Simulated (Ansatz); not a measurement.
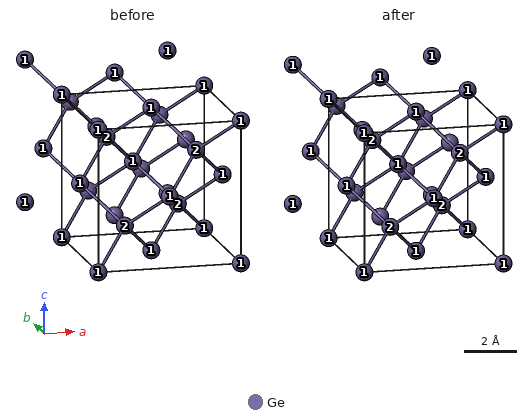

The structure of solid Ge (built on the diamond type) before (left) and after (right) a relaxation, at one scale.

Style: ball-and-stick. Shown: the conventional cell (4 times the calculation's cell), repeated 1 × 2 × 1 with one cell outlined, slightly off an axis. Lengths and directions refer to the drawn axes.

Computed with Ansatz 0.2.0, DFT, LDA, plane waves, PAW. Set-up: plane-wave cutoff 420 eV; k-point mesh 8 × 8 × 8; occupations fermi dirac; smearing width 0.02 eV; no spin polarisation; cell and atoms relaxed; force threshold 0.005 eV/Å.

> What changed between the two?

No atom moves by more than 0.005 Å relative to the cell. Cell: a = b = c 5.761 → 5.621 Å (−2.4 %). Volume −7.1 %. Near-neighbour distances that change, for instance: Ge1–Ge2 2.495 → 2.434 Å. The space group stays Fd-3m (No. 227). Over 3 accepted moves (4 points after the start) the energy falls by 24.9 meV per atom. All forces vanish by symmetry, so only the cell relaxes. Pressure: −4.41 GPa at the start and 0.01 GPa at the end. The SCF was repeated once at an unchanged geometry on a basis and grid sized afresh for the cell, which shifted the energy by 0.3 meV per atom at most. Cost: 2.1 s on 4 threads of Arm Neoverse V1, with other jobs on the host, peak memory 0.33 GiB.
